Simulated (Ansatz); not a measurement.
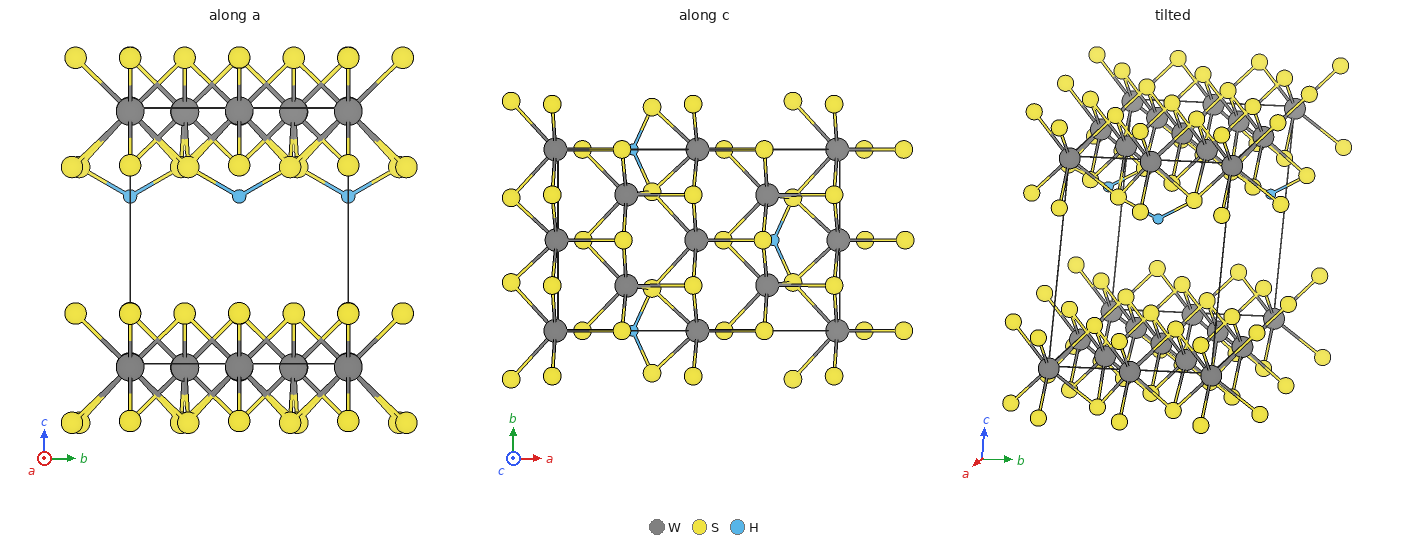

View along the a axis, along the c axis and slightly off an axis, drawn as a ball-and-stick model. The parallelepiped is the conventional unit cell. A few atoms beyond the faces are included. Cell: a = 11.043 Å, b = 6.375 Å, c = 8.332 Å, α = 90.00°, β = 116.22°, γ = 90.00°.

The material is HW4S8. The structure has Cm (No. 8) symmetry and a base-centred monoclinic lattice. One cell contains 2 H, 8 W, 16 S, 26 atoms in all. About every W there are six S in a trigonal prismatic arrangement at about 2.4 to 2.5 Å. The H atoms are each bonded to two S in a bent arrangement at about 1.8 Å. Not all metal-metal contacts are counted. Counting contacts within bonding distance, the coordination numbers are S 3 to 4 (mean 3.2). Not all metal-metal contacts are counted. The bonds build HW4S8 layers parallel to (001).

The initial geometry was a structure listed in the Materials Project, repeated into a supercell with a point defect put in. The atoms were relaxed in a fixed cell with Ansatz 0.2.0, DFT PBE, scalar-relativistic, plane waves, PAW.
